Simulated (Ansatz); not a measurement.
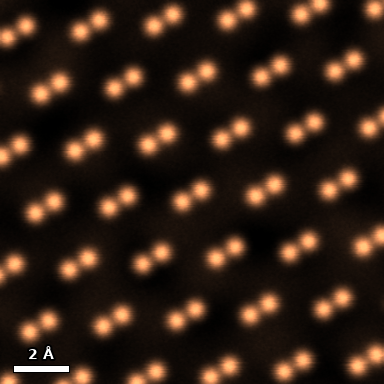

HAADF-like image of Mo (P6_3/mmc, No. 194). Simulated incoherent Z contrast: every atom adds Z^1.7 spread by a probe of 0.54 Å full width; channelling and multiple scattering are left out. Shot noise, a slight drift and the speckle of an amorphous layer were added. Model: the geometry relaxed with Ansatz 0.2.0, DFT, RPBE, plane waves (420 eV) with PAW, scalar-relativistic; the starting structure was generated, so it need not be a known form of this composition.

```
Mo
1.0
     2.77084    0.00000    0.00000
    -1.38542    2.39962    0.00000
     0.00000    0.00000    4.91793
Mo
2
Cartesian
  0.0000 1.5997 1.2295
  1.3854 0.7999 3.6884
```

> Which beam direction gives this image, [100], [101], [311] or [001]? (Directions equivalent by symmetry count as one.)

[101]. The projected cells are 2.40 × 4.92 Å, 90° for [100]; 2.41 × 2.69 Å, 117° for [101]; 1.72 × 2.16 Å, 91° for [311]; 2.77 × 2.77 Å, 120° for [001], and the image repeats as the [101] one does.
